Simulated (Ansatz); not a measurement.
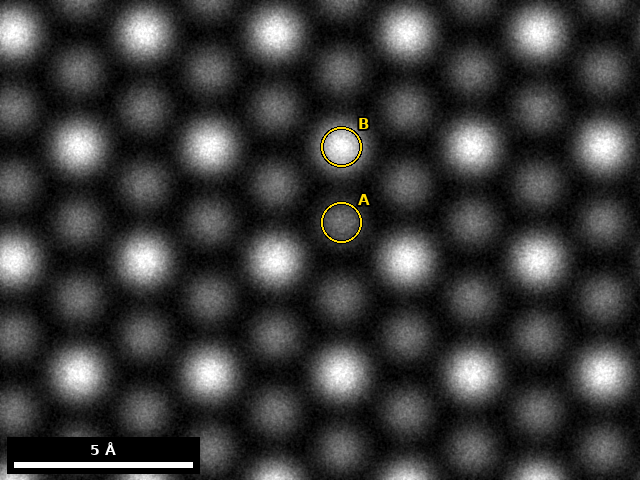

HAADF-like image of Yb (P6_3/mmc, No. 194) along [001]. Simulation: incoherent imaging, intensity Z^1.6 per atom, probe width 1.24 Å, thin sample. The probe carries 15 % of its weight in a tail 2.5 times as wide. Shot noise was added. Model: the geometry relaxed with DFT, r2SCAN, plane waves (500 eV) with PAW, scalar-relativistic in Ansatz; the starting structure was generated, so it need not be a known form of this composition.

```cif
data_structure
_symmetry_space_group_name_H-M 'P6_3/mmc'
_symmetry_Int_Tables_number 194
_cell_length_a 3.6778
_cell_length_b 3.6778
_cell_length_c 12.0743
_cell_angle_alpha 90.000
_cell_angle_beta 90.000
_cell_angle_gamma 120.000
_cell_volume 141.44
loop_
_atom_site_label
_atom_site_type_symbol
_atom_site_symmetry_multiplicity
_atom_site_Wyckoff_symbol
_atom_site_fract_x
_atom_site_fract_y
_atom_site_fract_z
_atom_site_occupancy
Yb1 Yb 2 a 0.00000 0.00000 0.00000 1
Yb2 Yb 2 c 0.33333 0.66667 0.25000 1
```

**What lies under each ring?**

A: Yb (1 Yb per 12.07 Å along the beam; about 45 % of the brightest peak). B: Yb (2 Yb per 12.07 Å along the beam; the brightest kind). Brightness is counted from the darkest point of the image.
